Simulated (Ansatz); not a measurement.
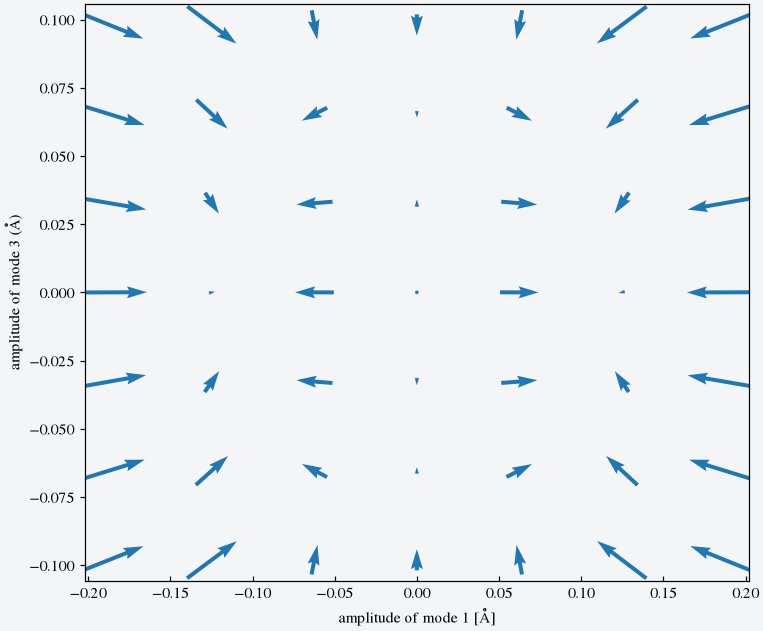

SnO₂ (R3m, No. 160; 12 atoms in the cell). 
- The energy is mapped over two normal modes frozen in (zone-centre modes of the 12-atom cell of this scan).
- First axis: amplitude of mode 1 (109i cm⁻¹), largest displacement. Second axis: amplitude of mode 3 (40i cm⁻¹), largest displacement.
- Nothing is relaxed (the cell and all other modes fixed).
- The grid has 7 × 7 points; 25 points were computed and 24 follow by symmetry.
- Points are written as (first, second).
- All numbers below come from Ansatz 0.2.0, DFT LDA+D3(BJ), scalar-relativistic, plane waves, PAW. Settings: cutoff 520 eV, k-mesh 6×6×6, gaussian smearing 0.05 eV, no spin polarisation.

In the figure: arrows along the force (downhill), their lengths compressed.

The arrows alone are given. Where are the wells?

The arrows converge at (−0.125 Å, 0.000 Å); (0.125 Å, 0.000 Å) (read from the interpolated surface).

The energy map of the same scan:

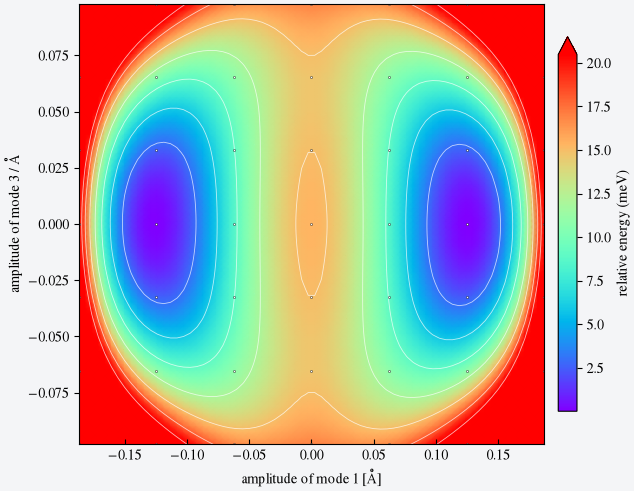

Energies are in meV, from the lowest grid point; between grid points the surface is interpolated.

PAW datasets: the set soft_1.
